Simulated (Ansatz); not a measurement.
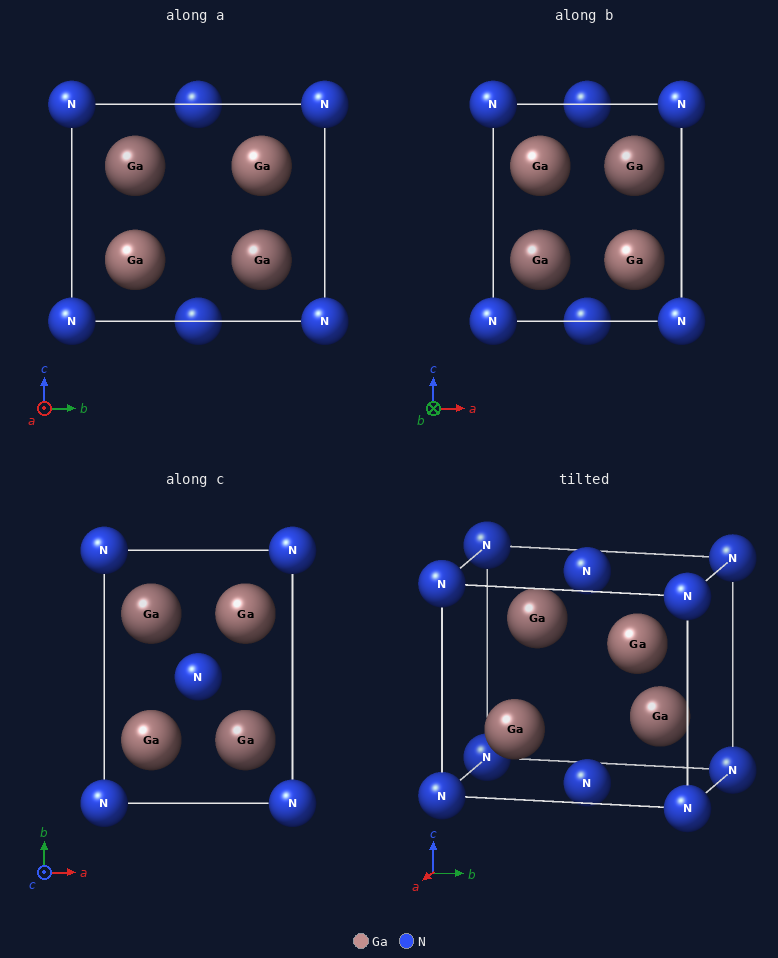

The crystal in a spheres-only representation, seen along the a axis, along the b axis, along the c axis and slightly off an axis. One conventional unit cell is outlined, and atoms on its boundary appear in each equivalent place.

Lattice parameters: a = 3.785 Å, b = 5.084 Å, c = 4.359 Å, α = 90.00°, β = 90.00°, γ = 90.00°. Put a along x and b in the xy plane.

### From the views, write a POSCAR file, with free fractional coordinates to two decimals.

```
Ga N
1.0
     3.785    0.000    0.000
     0.000    5.084    0.000
     0.000    0.000    4.359
Ga N
4 2
Direct
  0.75 0.75 0.72
  0.75 0.25 0.28
  0.25 0.25 0.72
  0.25 0.75 0.28
  0.50 0.50 0.00
  0.00 0.00 0.00
```

Provenance: a structure type filled with these elements by a generator (whether the compound takes this form wasn't checked). What is shown is the relaxed result from DFT PBE, scalar-relativistic, plane waves, PAW (Ansatz).
